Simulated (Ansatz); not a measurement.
Structure data:

```xyz
8
Lattice="4.3561 0.0000 0.0000 0.0000 4.3561 0.0000 0.0000 0.0000 4.3561" Properties=species:S:1:pos:R:3 pbc="T T T"
Si    1.0890    1.0890    3.2671
C     0.0000    0.0000    0.0000
Si    1.0890    3.2671    1.0890
C     0.0000    2.1780    2.1780
Si    3.2671    1.0890    1.0890
C     2.1780    0.0000    2.1780
Si    3.2671    3.2671    3.2671
C     2.1780    2.1780    0.0000
```

### What crystal do these data define?

The formula is SiC. It is face-centred cubic, space group F-43m (No. 216). The arrangement is known as zinc blende (sphalerite type). It has 8 atoms to the cell (4 Si, 4 C). Si bonds to four C in a tetrahedral arrangement at 1.89 Å. Around each C lie four Si in a tetrahedral arrangement at 1.89 Å. The bonds build a three-dimensional framework.

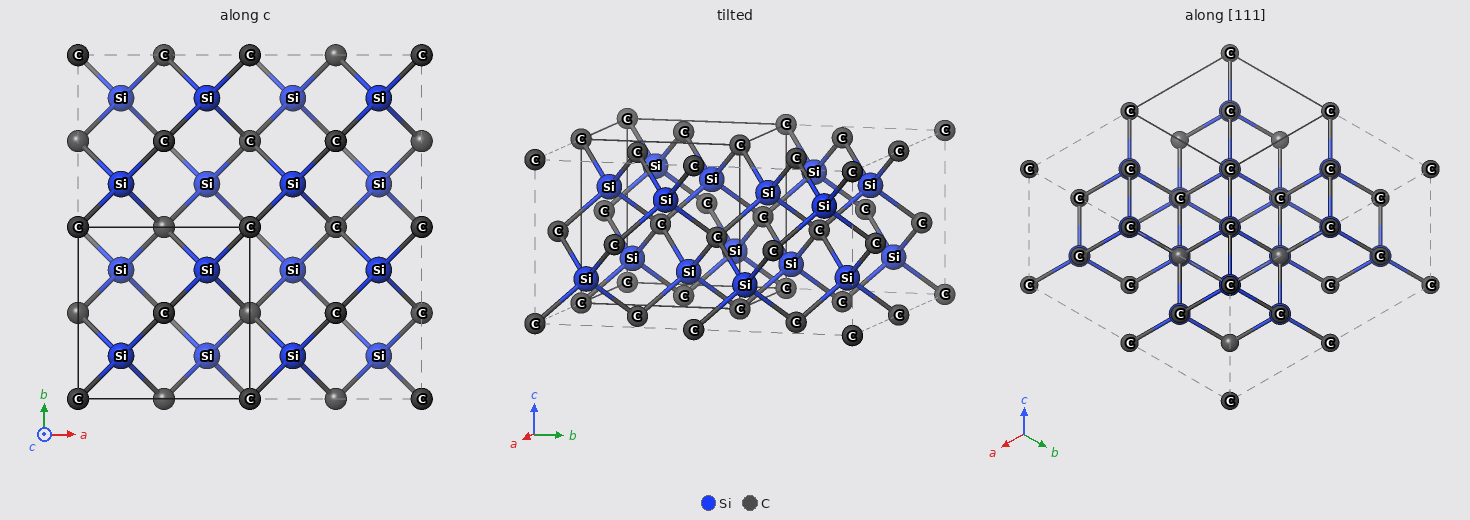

Ball-and-stick drawing of the structure, looking along the c axis, slightly off an axis and along [111]. The drawing covers 2×2×1 cells, and the solid lines enclose one conventional unit cell.

The model was built from a structure listed in the Materials Project. Earlier steps of the study may have refined or changed the cell and positions. A calculation with Ansatz used it as input.
